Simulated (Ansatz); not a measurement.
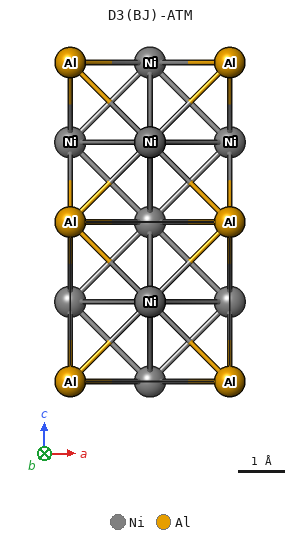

Solid AlNi3 (set up in Pm-3m), relaxed (cell and atoms) with several dispersion corrections. The picture shows the result with D3(BJ)-ATM. A ball-and-stick model of the cell of the calculation, repeated 1 × 1 × 2 with one cell outlined, seen along the b axis.

Computed with Ansatz 0.2.0: PBE, Ansatz PAW. Settings: plane-wave cutoff 420 eV; k-point mesh 8 × 8 × 8; occupations fermi-dirac; smearing width 0.05 eV; collinear spin; cell and atoms relaxed; force threshold 0.01 eV/Å.

```
dispersion correction  volume (Å³/atom)  a (Å)
                   D4                 ?      ?
           D3(BJ)-ATM            11.023  3.533
                 none            11.346  3.567
               D3(BJ)            10.943  3.524
```

Q: Estimate the missing row from the others, and compare with the calculation.

A: With D4 the volume falls between D3(BJ) (10.943) and D3(BJ)-ATM (11.023). The calculation gives 10.986 Å³/atom (a = 3.529 Å). In order of volume: D3(BJ) < D4 < D3(BJ)-ATM < none; the spread is 3.7 %.

Each member starts from this one structure; whether another phase lies lower wasn't checked.

Limits of the set-up: only the magnetic order of this start and cell was tried (total moment 0.7 μB per cell).
